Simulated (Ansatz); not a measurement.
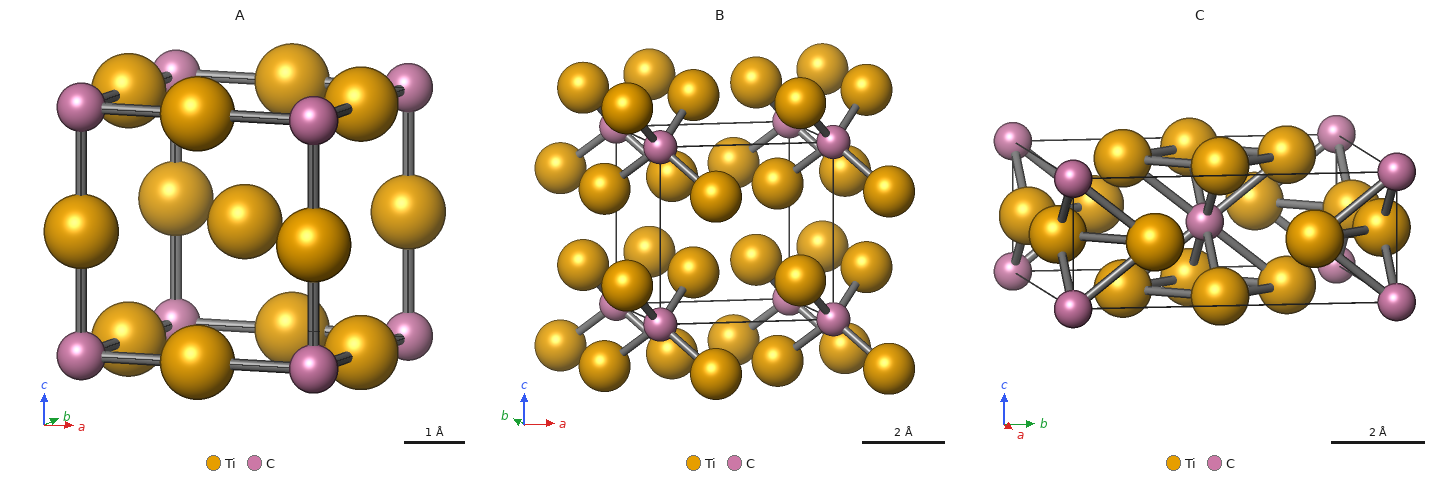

Three structures of Ti₄C, each relaxed to rest (conventional cells in solid outline, small ones repeated, each panel with its own scale). Method: DFT PBE, scalar-relativistic, plane waves, PAW (Ansatz 0.2.0), without spin polarisation.

Give the type and space group of each panel.

Answer. A: 5 atoms a cell on a primitive cubic lattice, Pm-3m; B: 5 atoms a cell on a primitive cubic lattice, P-43m; C: 10 atoms a cell on a body-centred tetragonal lattice, I4/mmm.

Rank them by energy, lowest first.

Answer. A, then C (+307 meV/atom) and B (+525 meV/atom), energies at zero smearing.

Collect the results in a table.

Answer.
| panel | structure | E − E(lowest) (meV/atom) | volume (Å³/atom) | gap (eV) |
| --- | --- | --- | --- | --- |
| A | Pm-3m | 0 | 15.1 | metal |
| C | I4/mmm | 307 | 14.4 | metal |
| B | P-43m | 525 | 16.7 | metal |

Some of these may be structure types tried for this composition rather than known phases, and the most stable form need not be among them. Gaps are taken on the k-mesh or band path of each run.
